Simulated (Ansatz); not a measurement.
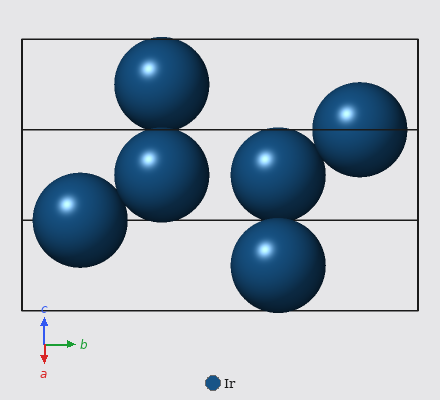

Ir (Cmcm, No. 63): a calculation's starting geometry; the starting structure was generated, so it need not be a known form of this composition.

```yaml
crystal:
  lattice:
    - [2.63600, 0.00000, 0.00000]
    - [0.00000, 6.43815, 0.00000]
    - [0.00000, 0.00000, 3.54539]
  atoms:
    - { symbol: Ir, position: [0.50000, 0.85301, 0.75000] }
    - { symbol: Ir, position: [0.00000, 0.64699, 0.25000] }
    - { symbol: Ir, position: [0.00000, 0.35301, 0.75000] }
    - { symbol: Ir, position: [0.50000, 0.14699, 0.25000] }
```

Q: What will an integrated-DPC-like image along [201] show? Simulated as the projected potential of neutral atoms (B = 0.3 Å²) blurred by a 0.52 Å probe, the thin-sample limit of integrated differential phase contrast. The display is stretched by a gamma of 0.65; percentages refer to the linear signal. Shot noise was added.

A: The columns repeat on a centred rectangular net of 1.47 × 6.44 Å (plane group c2mm). All columns are alike (Ir). The shortest distance between visible columns is 1.47 Å in projection. Along the beam the structure repeats every 6.35 Å.

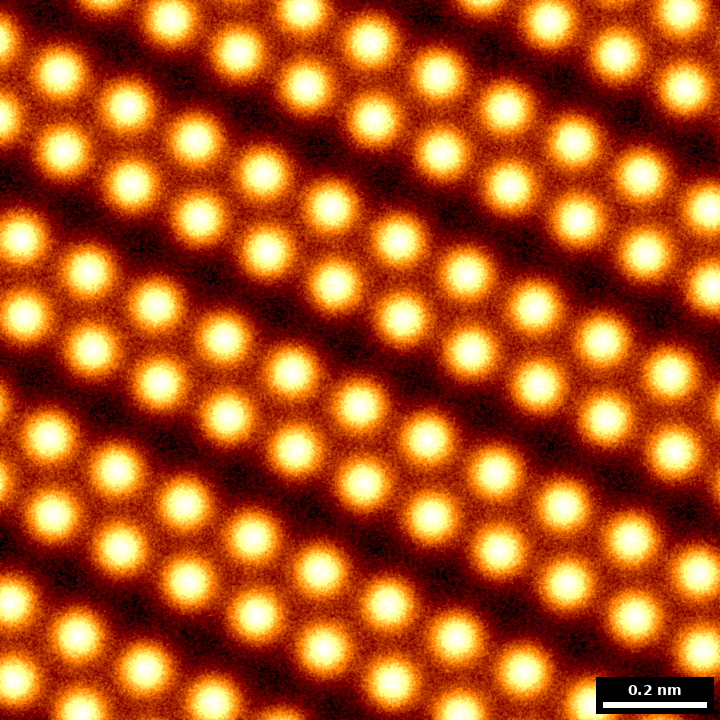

The simulated image.
